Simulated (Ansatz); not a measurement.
```cif
data_structure
_symmetry_space_group_name_H-M 'P 1'
_symmetry_Int_Tables_number 1
_cell_length_a 5.1952
_cell_length_b 5.1952
_cell_length_c 26.6639
_cell_angle_alpha 90.000
_cell_angle_beta 90.000
_cell_angle_gamma 120.000
_cell_volume 623.24
loop_
_atom_site_label
_atom_site_type_symbol
_atom_site_fract_x
_atom_site_fract_y
_atom_site_fract_z
_atom_site_occupancy
O1 O 0.70016 0.05194 0.28294 1
O2 O 0.94806 0.64822 0.28294 1
O3 O 0.35178 0.29984 0.28294 1
Nb1 Nb 0.00000 0.00000 0.31063 1
Nb2 Nb 0.66667 0.33333 0.33203 1
O4 O 0.96970 0.28572 0.36495 1
O5 O 0.71428 0.68398 0.36495 1
O6 O 0.31602 0.03030 0.36495 1
Li1 Li 0.33333 0.66667 0.39818 1
Li2 Li 0.00000 0.00000 0.42304 1
O7 O 0.36155 0.37910 0.45872 1
O8 O 0.62090 0.98245 0.45872 1
O9 O 0.01755 0.63845 0.45872 1
Nb3 Nb 0.66667 0.33333 0.48804 1
Nb4 Nb 0.33333 0.66667 0.51196 1
O10 O 0.63843 0.62093 0.54128 1
O11 O 0.37907 0.01750 0.54128 1
O12 O 0.98250 0.36157 0.54128 1
Li3 Li 0.00000 0.00000 0.57696 1
Li4 Li 0.66667 0.33333 0.60182 1
O13 O 0.03030 0.71428 0.63505 1
O14 O 0.28572 0.31602 0.63505 1
O15 O 0.68398 0.96970 0.63505 1
Nb5 Nb 0.33333 0.66667 0.66797 1
Nb6 Nb 0.00000 0.00000 0.68937 1
O16 O 0.29984 0.94806 0.71706 1
O17 O 0.05194 0.35178 0.71706 1
O18 O 0.64822 0.70016 0.71706 1
```

Method: DFT PBEsol, scalar-relativistic, plane waves, PAW in Ansatz 0.2.0.

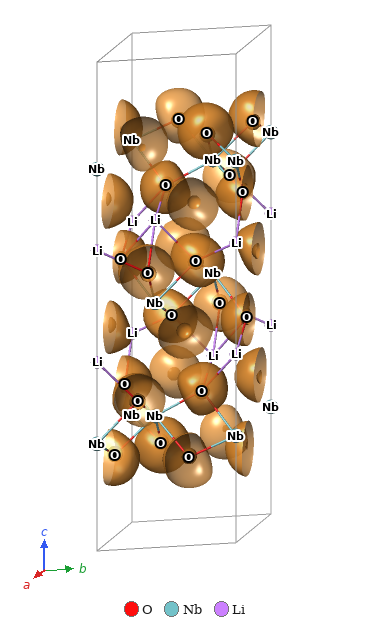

Li2Nb3O9 (slab). Isosurface of the ELF at 0.6 (orange), seen slightly off an axis. Only the valence region is drawn (cores and ρ < 0.01 e/Å³ removed). Sticks mark near contacts.

In a PAW calculation such maps are meaningful between the atoms, not at the nuclei.

Question: Describe the localisation domains.

Answer: The surface consists of 18 regions wrapped around O (the valence shell of each), counted in one cell of 28 atoms. Counts are for one cell; the picture repeats the cell along the surface. Along the contacts the grid gives the following. Nb–O (1.86 Å): the ELF peaks at about 0.80 in the valence shell of O, 0.5 Å from its nucleus, and drops to about 0.30 between the two atoms. Li–O (2.13 Å): the ELF peaks at about 0.85 in the valence shell of O, 0.6 Å from its nucleus, and is about 0.50 at the midpoint.

Question: Does the calculation give a band gap?

Answer: It is gapless in this calculation (a metal or semimetal).
